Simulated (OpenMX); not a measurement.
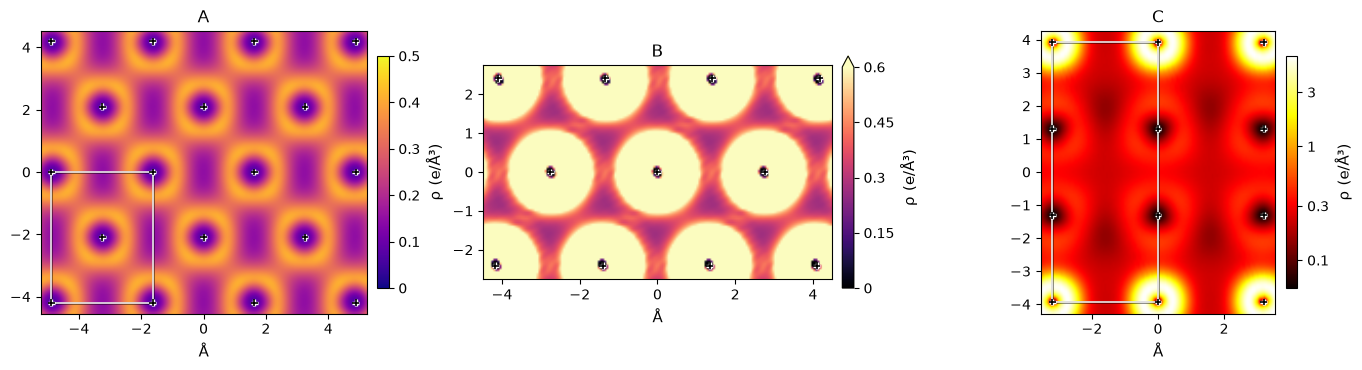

The valence charge density (pseudo) of 3 systems, each on a plane through atoms (crosses mark nuclei in the plane).

Computed with OpenMX, Kohn-Sham DFT of a periodic cell, PBE, OpenMX 2013 PBE set.

System 1: Pt, the (110) plane of the standardised cell. Space group P-1; changed on purpose from its base cell (cell strained at random at fixed volume); computed pressure about 13 GPa in this cell.

```yaml
crystal:
  lattice:
    - [-0.04315, -0.01047, 3.89953]
    - [0.01654, 3.88198, -0.01047]
    - [-1.97104, -0.00303, -1.92819]
  atoms:
    - { symbol: Pt, position: [0.00000, 0.50000, 0.50000] }
    - { symbol: Pt, position: [0.50000, 0.00000, 0.50000] }
```

System 2: Si, the (011) plane of the conventional cell. Space group I4/mmm; a structure from a database of computed crystals, not necessarily the ambient phase; computed pressure about 4 GPa in this cell.

```cif
data_structure
_symmetry_space_group_name_H-M 'P 1'
_symmetry_Int_Tables_number 1
_cell_length_a 3.2538
_cell_length_b 3.2538
_cell_length_c 2.6407
_cell_angle_alpha 90.000
_cell_angle_beta 90.000
_cell_angle_gamma 90.000
_cell_volume 27.96
loop_
_atom_site_label
_atom_site_type_symbol
_atom_site_fract_x
_atom_site_fract_y
_atom_site_fract_z
_atom_site_occupancy
Si1 Si 0.00000 0.00000 0.00000 1
Si2 Si 0.50000 0.50000 0.50000 1
```

System 3: Si2Mo, the (010) plane of the conventional cell. Space group I4/mmm; computed pressure about 3 GPa in this cell.

Match each panel to its system.

Panel A is system 2, Si: the plane holds Si. Si–Si (2.65 Å): ρ is about 0.32 e/Å³ halfway. Panel B is system 1, Pt: the plane holds Pt. Pt–Pt (2.76 Å): the density is about 0.38 e/Å³ at the midpoint. Panel C is system 3, Si2Mo: the plane holds Mo and Si. Si–Mo (2.62 Å): the density is about 0.39 e/Å³ at the midpoint.
